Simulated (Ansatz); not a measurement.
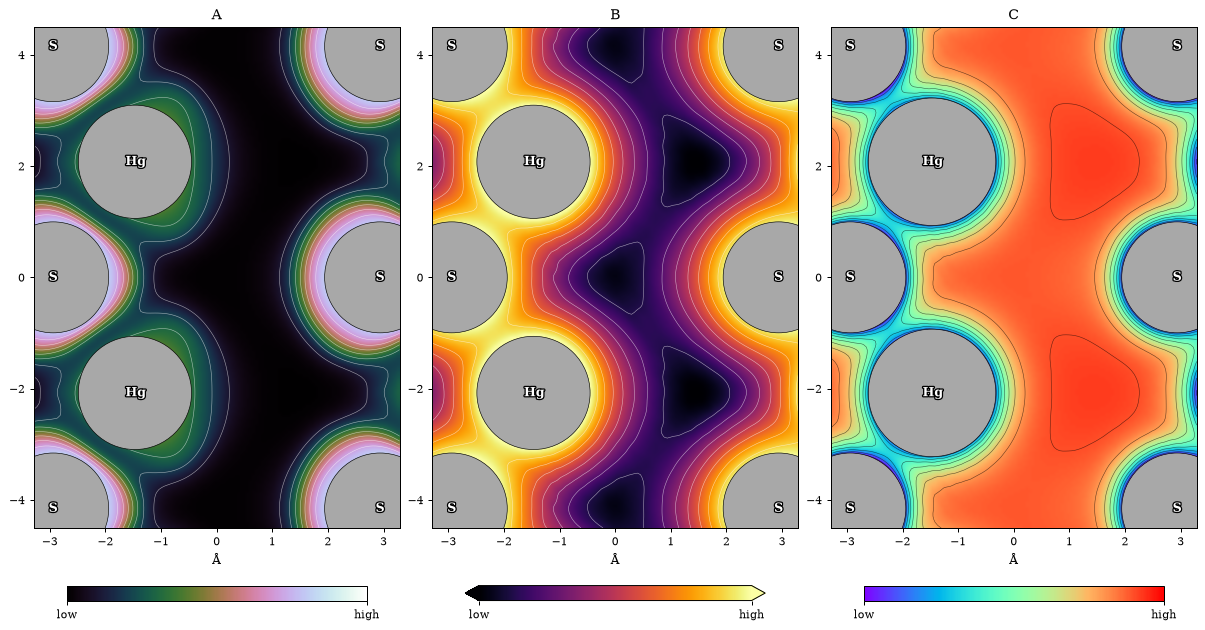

HgS: 3 fields on the (011) plane of the conventional cell, with unlabelled colour scales. Grey discs cover the atomic cores.

Space group F-43m.

Computed with DFT PBEsol, scalar-relativistic, plane waves, PAW (Ansatz 0.2.0).

Which field does each panel show? The fields are: electron localisation function, electrostatic potential energy of an electron and valence pseudo-density.

Answer. Panel A: electron localisation function. Panel B: valence pseudo-density. Panel C: electrostatic potential energy of an electron (low next to the atoms, rising into the space between them). From the grid: Hg–S (2.54 Å): the density is about 0.46 e/Å³ at the midpoint; the ELF peaks at about 0.90 in the valence shell of S, 0.8 Å from its nucleus, and drops to about 0.20 between the two atoms.
